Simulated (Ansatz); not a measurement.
# HfO$_{2}$: what the fields show

Input file:

```
crystal:
  lattice:
    - [4.9515530954, 0.0, 0.0]
    - [0.0, 4.9515530954, 0.0]
    - [0.0, 0.0, 3.2904374695]
  atoms:
    - { symbol: Hf, position: [0.0, 0.0, 0.0] }
    - { symbol: Hf, position: [0.5, 0.5, 0.5] }
    - { symbol: O, position: [0.1949828631, 0.8050171369, 0.4866051246] }
    - { symbol: O, position: [0.3050171369, 0.3050171369, 0.0] }
    - { symbol: O, position: [0.6949828631, 0.6949828631, 0.0] }
    - { symbol: O, position: [0.8050171369, 0.1949828631, 0.5133948754] }
basis:
  ecutwfc: 520.0
kpoints:
  mp_grid: { grid: [6, 6, 8] }
hamiltonian:
  xc: pbesol
  pseudopotentials: { kind: paw, azcp: { folder: soft_1 } }
scf:
  occupations: { method: gaussian, width: 0.05 }
output:
  forces: true
  stress: true
  eigenvalues: true
  write_density: true
  write_potential: true
  elf: true
  volumetric_format: npy
```

Command:

```sh
ansatz run input.yaml --threads 2 --pin off --max-ram 4096MiB --backend cpu --events-out ev --progress --plain --runs-dir out
```

Below, planes, directions and counts refer to the conventional cell (a = 7.00 Å, b = 7.00 Å, c = 3.29 Å, α = 90.00°, β = 90.00°, γ = 90.00°).

Space group C2/m; a point of a scan over the structure, not its minimum; a structure from a database of computed crystals, not necessarily the ambient phase; changed on purpose from its base cell (mode 16 frozen in at -0.043 Å, equal normal strain along x, y and z +0.0250); not relaxed (largest force 0.5 eV/Å); computed pressure about −14 GPa in this cell; PAW files of the earlier set (soft_1).

All numbers below come from Ansatz, DFT PBEsol, scalar-relativistic, plane waves, PAW.

Core electrons are frozen (PAW), and the valence fields are smoothed inside the atomic spheres.

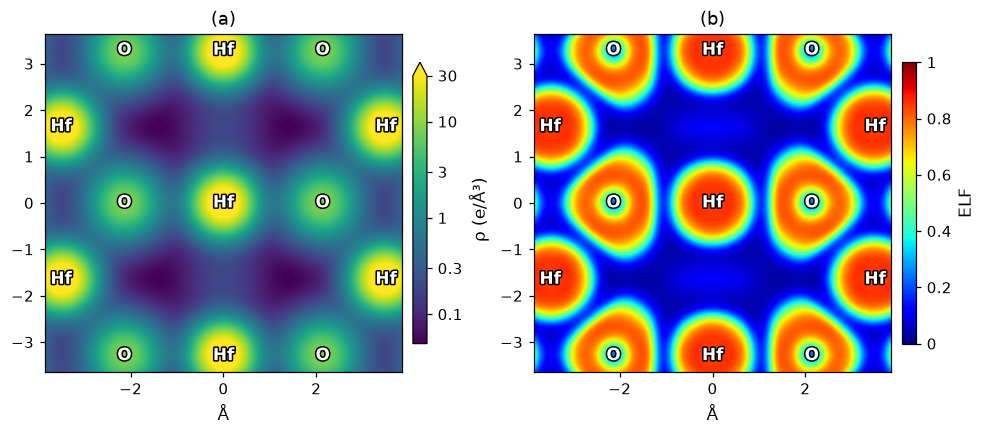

Figure 1. (a) valence charge density (pseudo); (b) electron localisation function on the (100) plane of the conventional cell.

**Interpret the plot.**

The section cuts through Hf and O sites.
Between the atoms the lowest density in this plane is 0.05 e/Å³.
The features right at Hf lie inside the PAW spheres, where the map follows smoothed inner orbitals and isn't to be read closely.

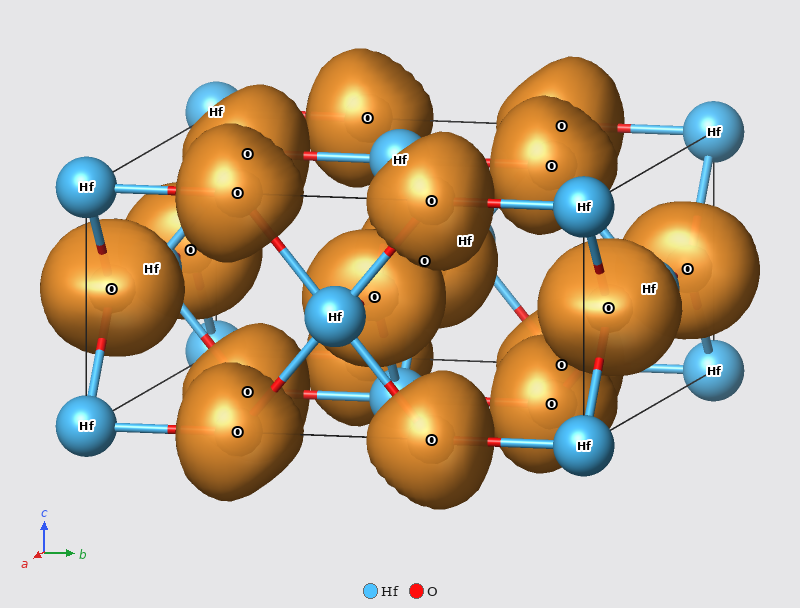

Figure 2. Isosurface of the electron localisation function at 0.65 (orange), seen slightly off an axis. Core shells and regions of very low density are left out. Sticks mark near contacts.

**Identify the bonds, lone pairs and shells in this picture.**

The surface consists of eight regions wrapped around O (the valence shell of each), counted in one cell of 12 atoms. Any copies at cell faces, edges or corners count once.


Hf–O (2.10 Å): the ELF peaks at about 0.80 in the valence shell of O, 0.6 Å from its nucleus, and drops to about 0.20 between the two atoms (no shared electron pair shows on this line). Hf–O (2.17 Å): the ELF peaks at about 0.80 in the valence shell of O, 0.6 Å from its nucleus, and drops to about 0.15 between the two atoms (no shared electron pair shows on this line).

**Does the calculation give a band gap?**

It is gapped, with a Kohn–Sham gap of 3.6 eV on the k-point mesh, an upper bound to the gap of this method.
